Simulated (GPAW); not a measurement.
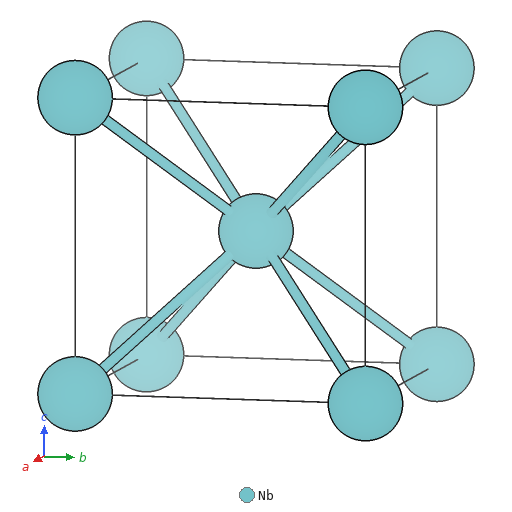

System: Nb, space group Im-3m (No. 229). The picture shows the conventional cell.

Input file:
```
from ase import Atoms
from ase.eos import EquationOfState
from ase.io import Trajectory
from ase.units import GPa
from gpaw import GPAW, PW

atoms = Atoms(['Nb'],
              cell=[[-1.66395, 1.66395, 1.66395],
                    [1.66395, -1.66395, 1.66395],
                    [1.66395, 1.66395, -1.66395]],
              scaled_positions=[[0.0, 0.0, 0.0]],
              pbc=True)

traj = Trajectory('eos.traj', 'w')
volumes, energies = [], []
for x in [0.94, 0.96, 0.98, 1.0, 1.02, 1.04, 1.06]:
    a = atoms.copy()
    a.set_cell(atoms.cell * x**(1 / 3), scale_atoms=True)
    calc = GPAW(mode=PW(600),
                xc='MGGA_X_R2SCAN+MGGA_C_R2SCAN',
                kpts={'size': (11, 11, 11), 'gamma': True},
                occupations={'name': 'fermi-dirac', 'width': 0.05},
                nbands=15,
                convergence={'density': 1e-05, 'energy': 1e-05},
                maxiter=150,
                txt=f'eos-{x:.2f}.txt')
    a.calc = calc
    energies.append(a.get_potential_energy(force_consistent=True))
    volumes.append(a.get_volume())
    p = -a.get_stress()[:3].mean() / GPa
    calc.write(f'eos-{x:.2f}.gpw')
    traj.write(a)
    print(f'{x:.2f} {volumes[-1]:10.4f} A^3 {energies[-1]:14.6f} eV {p:9.3f} GPa', flush=True)

v0, e0, B = EquationOfState(volumes, energies, eos='birchmurnaghan').fit()
print(f'V0 = {v0:.4f} A^3, E0 = {e0:.6f} eV, B0 = {B / GPa:.2f} GPa')
```

Launched with:
```bash
OMP_NUM_THREADS=1 python run.py
```

Calculation (GPAW 26.7.0): PAW DFT in plane waves, on a grid or in atomic orbitals, no spin polarisation; energies at scaled volumes of the given cell, shape and fractions fixed, counted from the fit's minimum, third-order Birch-Murnaghan fit. Level: r2SCAN.

| setting | value |
| --- | --- |
| k mesh | 11×11×11 |
| occupations | Fermi–Dirac |
| smearing width | 0.05 eV |
| potentials | GPAW PAW data sets (gpaw data 1.2.1) |
| wave cutoff | 600 eV |
| program settings | basis pw |

Predict the energy and pressure against volume. The volume takes the values 17.32, 17.69, 18.06, 18.43, 18.80, 19.17, 19.53 Å³/atom.

A third-order Birch–Murnaghan fit gives V0 = 18.09 Å³/atom, B0 = 182 GPa and B′ = 3.9. The energy is 19.88 meV/atom at volume 17.32 Å³/atom and 57.43 meV/atom at 19.53 Å³/atom; the lowest computed point is at volume 18.06 Å³/atom (0.05 meV/atom). The pressure falls from 8.31 GPa at volume 17.32 Å³/atom to −12.03 GPa at 19.53 Å³/atom, and changes sign near 18.09 Å³/atom.

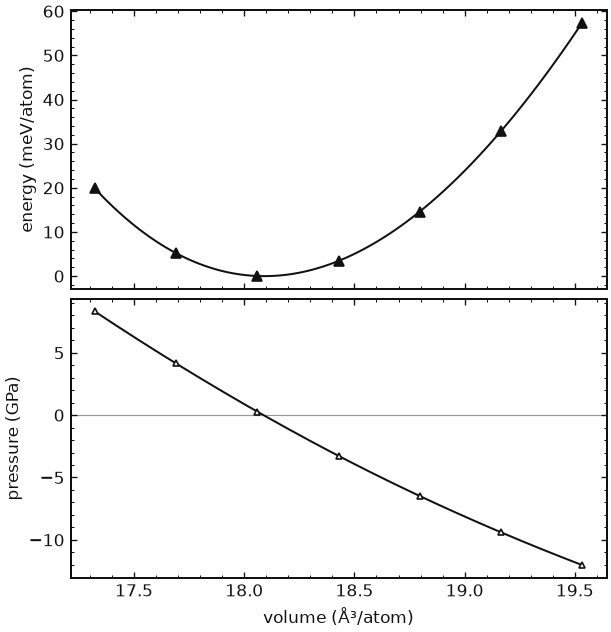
